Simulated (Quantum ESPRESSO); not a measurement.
## ZnS (F-43m): zone-centre phonons

Aim: the zone-centre modes of ZnS (F-43m).

Main program and level: Quantum ESPRESSO 7.5; DFT LDA, scalar-relativistic, plane waves, PseudoDojo norm-conserving pseudopotentials.

The database entry behind the starting cell differs from later determinations by our own check (about 0.1 % short), so it need not match the best structure at ambient conditions.

## 1. The structure

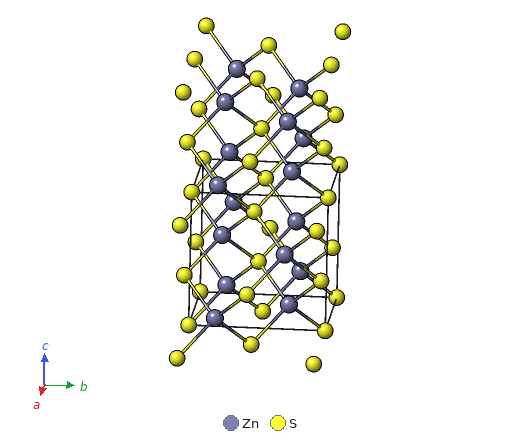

Start, viewed slightly off an axis; zinc blue, sulfur yellow. 2×1×2 cells are drawn. This picture shows the conventional cell, with its axes. Bonds to atoms that aren't drawn are left out. Some periodic images of atoms are drawn too.

Structure file:

```cif
data_structure
_symmetry_space_group_name_H-M 'F-43m'
_symmetry_Int_Tables_number 216
_cell_length_a 5.4040
_cell_length_b 5.4040
_cell_length_c 5.4040
_cell_angle_alpha 90.000
_cell_angle_beta 90.000
_cell_angle_gamma 90.000
_cell_volume 157.81
loop_
_atom_site_label
_atom_site_type_symbol
_atom_site_symmetry_multiplicity
_atom_site_Wyckoff_symbol
_atom_site_fract_x
_atom_site_fract_y
_atom_site_fract_z
_atom_site_occupancy
Zn1 Zn 4 d 0.25000 0.25000 0.75000 1
S1 S 4 a 0.00000 0.00000 0.00000 1
```

## 2. A probe with smearing

Before anything dear is run, a loose run with smearing shows whether this is a metal and how far the cell is from rest.

The input, probe.in:

```
&CONTROL
  calculation = 'scf'
  prefix      = 'x'
  outdir      = './tmp'
  pseudo_dir  = './pseudo'
  tprnfor     = .true.
  tstress     = .true.
  verbosity   = 'high'
/
&SYSTEM
  ibrav       = 2
  celldm(1)   = 10.21207998
  nat         = 2
  ntyp        = 2
  ecutwfc     = 92.0
  occupations = 'smearing'
  smearing    = 'gaussian'
  degauss     = 0.01
/
&ELECTRONS
  conv_thr         = 1.0d-07
  mixing_beta      = 0.7
  electron_maxstep = 100
/
ATOMIC_SPECIES
 Zn     65.3800  Zn.upf
 S      32.0600  S.upf
ATOMIC_POSITIONS crystal
 Zn     0.250000000   0.250000000   0.250000000
 S      0.000000000   0.000000000   0.000000000
K_POINTS automatic
 6 6 6 0 0 0
```

The run is started by

```sh
$ OMP_NUM_THREADS=1 mpirun -n 4 pw.x -nk 4 -in probe.in > probe.out
```

The log of the run:

```text
[banners, grids, parts of the stress and lines that vanish by symmetry left out]
Program PWSCF v.7.5
     bravais-lattice index     =            2
     lattice parameter (alat)  =      10.2121  a.u.
[...]
kinetic-energy cutoff     =      92.0000  Ry
     charge density cutoff     =     368.0000  Ry
     scf convergence threshold =      1.0E-07
[...]
Exchange-correlation= SLA  PW   NOGX NOGC
                           (   1   4   0   0   0   0   0)
[...]
24 Sym. Ops. (no inversion) found
[...]
(     0          1          0      )
                  (     0          0          1      )
[...]
(  0.0000000  1.0000000  0.0000000 )
                  (  0.0000000  0.0000000  1.0000000 )
[...]
(     1          0         -1      )
                  (     0          0         -1      )
[...]
(  0.0000000  1.0000000  0.0000000 )
[...]
(    -1          0          1      )
                  (    -1          0          0      )
[...]
(  0.0000000  0.0000000  1.0000000 )
                  (  0.0000000 -1.0000000  0.0000000 )
[...]
number of k points=    16  Gaussian smearing, width (Ry)=  0.0100
[...]
End of self-consistent calculation
[...]
the Fermi energy is     8.2189 ev
!    total energy              =    -440.07798021 Ry
[...]
convergence has been achieved in   7 iterations
[...]
atom    1 type  1   force =     0.00000000    0.00000000   -0.00000000
     atom    2 type  2   force =     0.00000000    0.00000000    0.00000000
[...]
Total force =     0.000000     Total SCF correction =     0.000000
[...]
total   stress  (Ry/bohr**3)                   (kbar)     P=      -43.88
[...]
XML data file, charge density, pseudopotentials, collected wavefunctions

   JOB DONE.
```

It took 5 s on 4 MPI ranks of Arm Neoverse V1, shared host; 20 s of CPU time.

Numbers from this step:

| Quantity | Value |
| --- | --- |
| volume per atom | 19.73 Å³ |
| pressure | -4.388 GPa |
| gap on the k-mesh | 1.857 eV |

A gap of 1.9 eV opens on this mesh, so the crystal is taken as an insulator; the start stands at -4.4 GPa.

## 3. Relaxation

The relaxation runs at a cutoff a fifth above that of the response, since stress converges more slowly with the basis than frequencies do. Forces and stress are brought to rest with tight thresholds.

The input, relax.in:

```
&CONTROL
  calculation   = 'vc-relax'
  prefix        = 'x'
  outdir        = './tmp'
  pseudo_dir    = './pseudo'
  tprnfor       = .true.
  tstress       = .true.
  forc_conv_thr = 2.0d-05
  etot_conv_thr = 1.0d-07
  nstep         = 40
/
&SYSTEM
  ibrav       = 2
  celldm(1)   = 10.21207998
  nat         = 2
  ntyp        = 2
  ecutwfc     = 110
  occupations = 'fixed'
  nbnd        = 15
/
&ELECTRONS
  conv_thr         = 1.0d-11
  mixing_beta      = 0.7
  electron_maxstep = 100
/
&IONS
/
&CELL
  press_conv_thr = 0.2
/
ATOMIC_SPECIES
 Zn     65.3800  Zn.upf
 S      32.0600  S.upf
ATOMIC_POSITIONS crystal
 Zn     0.250000000   0.250000000   0.250000000
 S      0.000000000   0.000000000   0.000000000
K_POINTS automatic
 10 10 10 0 0 0
```

The run is started by

```sh
$ OMP_NUM_THREADS=1 mpirun -n 4 pw.x -nk 4 -in relax.in > relax.out
```

The log of the run:

```text
[banners, grids, parts of the stress and lines that vanish by symmetry left out]
[banner, memory and clock lines left out]
Program PWSCF v.7.5

[...]
kinetic-energy cutoff     =     110.0000  Ry
     charge density cutoff     =     440.0000  Ry
     scf convergence threshold =      1.0E-11
[...]
energy convergence thresh.=      1.0E-07
     force convergence thresh. =      2.0E-05
     press convergence thresh. =      2.0E-01
     Exchange-correlation= SLA  PW   NOGX NOGC
                           (   1   4   0   0   0   0   0)
[...]
24 Sym. Ops. (no inversion) found
[...]
number of k points=    47
[...]
End of self-consistent calculation
[...]
highest occupied, lowest unoccupied level (ev):     7.0309    8.8893
!    total energy              =    -440.07827076 Ry
[...]
convergence has been achieved in  10 iterations
[...]
atom    1 type  1   force =     0.00000000   -0.00000000    0.00000000
     atom    2 type  2   force =     0.00000000    0.00000000    0.00000000
     Total force =     0.000000     Total SCF correction =     0.000000
[...]
total   stress  (Ry/bohr**3)                   (kbar)     P=      -44.49
[...]
number of bfgs steps    =   0
[...]
CELL_PARAMETERS (alat= 10.21207998)
[...]
ATOMIC_POSITIONS (crystal)
Zn               0.2500000000        0.2500000000        0.2500000000
S                0.0000000000        0.0000000000       -0.0000000000
[...]
New effective cutoffs (rho, wfc):  445.84  111.68
[...]
End of self-consistent calculation
[...]
highest occupied, lowest unoccupied level (ev):     7.3657    9.3240
!    total energy              =    -440.07977388 Ry
[...]
convergence has been achieved in   8 iterations
[...]
atom    1 type  1   force =     0.00000000    0.00000000    0.00000000
     atom    2 type  2   force =    -0.00000000   -0.00000000   -0.00000000
     Total force =     0.000000     Total SCF correction =     0.000000
[...]
total   stress  (Ry/bohr**3)                   (kbar)     P=      -28.95
[...]
number of bfgs steps    =   1
[...]
CELL_PARAMETERS (alat= 10.21207998)
[...]
ATOMIC_POSITIONS (crystal)
Zn               0.2500000000        0.2500000000        0.2500000000
S               -0.0000000000       -0.0000000000        0.0000000000
[...]
New effective cutoffs (rho, wfc):  456.21  114.27
[...]
End of self-consistent calculation
[...]
highest occupied, lowest unoccupied level (ev):     7.8894   10.0015
!    total energy              =    -440.08073034 Ry
[...]
convergence has been achieved in   8 iterations
[...]
atom    1 type  1   force =     0.00000000    0.00000000   -0.00000000
     atom    2 type  2   force =    -0.00000000   -0.00000000   -0.00000000
     Total force =     0.000000     Total SCF correction =     0.000000
[...]
total   stress  (Ry/bohr**3)                   (kbar)     P=       -2.09
[...]
number of bfgs steps    =   2
[...]
CELL_PARAMETERS (alat= 10.21207998)
[...]
ATOMIC_POSITIONS (crystal)
[...]
New effective cutoffs (rho, wfc):  457.01  114.47
[...]
End of self-consistent calculation
[...]
highest occupied, lowest unoccupied level (ev):     7.9304   10.0543
!    total energy              =    -440.08073476 Ry
[...]
convergence has been achieved in   8 iterations
[...]
atom    1 type  1   force =    -0.00000000    0.00000000    0.00000000
     atom    2 type  2   force =     0.00000000   -0.00000000   -0.00000000
     Total force =     0.000000     Total SCF correction =     0.000000
[...]
total   stress  (Ry/bohr**3)                   (kbar)     P=        0.14
[...]
number of bfgs steps    =   3
[...]
CELL_PARAMETERS (alat= 10.21207998)
[...]
ATOMIC_POSITIONS (crystal)
[...]
New effective cutoffs (rho, wfc):  456.96  114.46
[...]
End of self-consistent calculation
[...]
highest occupied, lowest unoccupied level (ev):     7.9278   10.0510
!    total energy              =    -440.08073478 Ry
[...]
convergence has been achieved in   5 iterations
[...]
atom    1 type  1   force =    -0.00000000    0.00000000   -0.00000000
     atom    2 type  2   force =     0.00000000    0.00000000   -0.00000000
     Total force =     0.000000     Total SCF correction =     0.000000
[...]
total   stress  (Ry/bohr**3)                   (kbar)     P=       -0.00
[...]
bfgs converged in   5 scf cycles and   4 bfgs steps
[...]
End of BFGS Geometry Optimization
     Final enthalpy           =    -440.0807347763 Ry
     File ./tmp/x.bfgs deleted, as requested
[...]
CELL_PARAMETERS (alat= 10.21207998)
[...]
ATOMIC_POSITIONS (crystal)
Zn               0.2500000000        0.2500000000        0.2500000000
S               -0.0000000000       -0.0000000000        0.0000000000
[...]
Final scf calculation at the relaxed structure.
[...]
kinetic-energy cutoff     =     110.0000  Ry
     charge density cutoff     =     440.0000  Ry
     scf convergence threshold =      1.0E-13
[...]
press convergence thresh. =      2.0E-01
     Exchange-correlation= SLA  PW   NOGX NOGC
                           (   1   4   0   0   0   0   0)
[...]
24 Sym. Ops. (no inversion) found
[...]
number of k points=    47
[...]
c_bands:  1 eigenvalues not converged
[...]
End of self-consistent calculation
[...]
highest occupied, lowest unoccupied level (ev):     7.9278   10.0510
!    total energy              =    -440.08073115 Ry
[...]
convergence has been achieved in  12 iterations
[...]
atom    1 type  1   force =    -0.00000000   -0.00000000   -0.00000000
     atom    2 type  2   force =     0.00000000   -0.00000000   -0.00000000
     Total force =     0.000000     Total SCF correction =     0.000000
[...]
total   stress  (Ry/bohr**3)                   (kbar)     P=       -0.00
[...]
XML data file, charge density, pseudopotentials, collected wavefunctions
```

Run time: 1.7 min. Hardware: 4 MPI ranks.

Relaxation path:

```csv
step,energy less that of the first step (eV),largest force (eV/Å),pressure (GPa),volume (Å³)
1,0.0000,0.0000,-4.45,39.45
2,-0.0205,0.0000,-2.90,38.57
3,-0.0335,0.0000,-0.21,37.26
4,-0.0335,0.0000,0.01,37.16
5,-0.0335,0.0000,0.00,37.17
6,-0.0335,0.0000,0.00,37.17
```

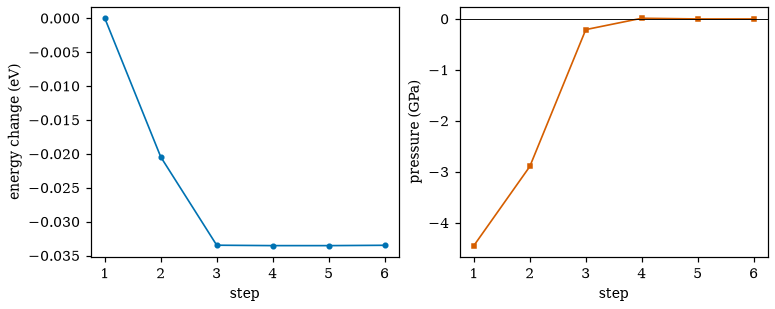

Energy and pressure along the relaxation.

```csv
"conventional cell, symmetrised",before,after,change
a (Å),5.404,5.297,-2.0 %
b (Å),5.404,5.297,-2.0 %
c (Å),5.404,5.297,-2.0 %
volume (Å³/atom),19.73,18.58,-5.8 %
```

The relaxed structure:

```
Zn S
1.0
    -2.64874    0.00000    2.64874
     0.00000    2.64874    2.64874
    -2.64874    2.64874    0.00000
Zn S
1 1
Direct
  0.25000 0.25000 0.25000
  0.00000 0.00000 0.00000
```

The last row of the table of steps is pw.x's closing run on a basis chosen anew for the final cell, so its energy can jump.

Numbers from this step:

```yaml
volume_per_atom: 18.58 Å³
pressure: 0 GPa
gap_on_the_k_mesh: 2.123 eV
```

The volume changes by -5.8 % from the cell with which this run began.

## 4. Ground state

The response is built on this ground state, so it is converged far tighter than an energy would need. With a gap, occupations are fixed, which also allows the response to an electric field.

The input, scf.in:

```
&CONTROL
  calculation = 'scf'
  prefix      = 'x'
  outdir      = './tmp'
  pseudo_dir  = './pseudo'
  tprnfor     = .true.
  tstress     = .true.
/
&SYSTEM
  ibrav       = 2
  celldm(1)   = 10.01078902
  nat         = 2
  ntyp        = 2
  ecutwfc     = 92.0
  occupations = 'fixed'
  nbnd        = 15
/
&ELECTRONS
  conv_thr         = 1.0d-12
  mixing_beta      = 0.7
  electron_maxstep = 100
/
ATOMIC_SPECIES
 Zn     65.3800  Zn.upf
 S      32.0600  S.upf
ATOMIC_POSITIONS crystal
 Zn     0.250000000   0.250000000   0.250000000
 S      0.000000000   0.000000000   0.000000000
K_POINTS automatic
 12 12 12 0 0 0
```

The run is started by

```sh
$ OMP_NUM_THREADS=1 mpirun -n 4 pw.x -nk 4 -in scf.in > scf.out
```

The log of the run:

```text
[banners, grids, parts of the stress and lines that vanish by symmetry left out]
[banner, memory and clock lines left out]
Program PWSCF v.7.5

[...]
kinetic-energy cutoff     =      92.0000  Ry
     charge density cutoff     =     368.0000  Ry
     scf convergence threshold =      1.0E-12
[...]
Exchange-correlation= SLA  PW   NOGX NOGC
                           (   1   4   0   0   0   0   0)
[...]
24 Sym. Ops. (no inversion) found
[...]
number of k points=    72
[...]
End of self-consistent calculation
[...]
highest occupied, lowest unoccupied level (ev):     7.9278   10.0510
!    total energy              =    -440.08072244 Ry
[...]
convergence has been achieved in  10 iterations
[...]
atom    1 type  1   force =     0.00000000    0.00000000   -0.00000000
     atom    2 type  2   force =     0.00000000    0.00000000   -0.00000000
     Total force =     0.000000     Total SCF correction =     0.000000
[...]
total   stress  (Ry/bohr**3)                   (kbar)     P=       -0.01
[...]
XML data file, charge density, pseudopotentials, collected wavefunctions
```

The job ended after 22 s (4 MPI ranks; 88 s of CPU time).

Read from the output:

| Item | Value |
| --- | --- |
| pressure | -0.001 GPa |

The cell stands at -0.001 GPa, close enough for phonons.

[end of part 1 of 3]

[Host names and launcher messages were left out of these logs when they were recorded.]

[Logs are printed without paths, hosts, clocks, repeated set-up lines and the standing remarks that a program may print on its own settings, such as how far it seeks lower states.]

[Hosts, paths, dates, database ids (printed as entryN), source tags and the programs' standing remarks are cut or masked in the printed files.]
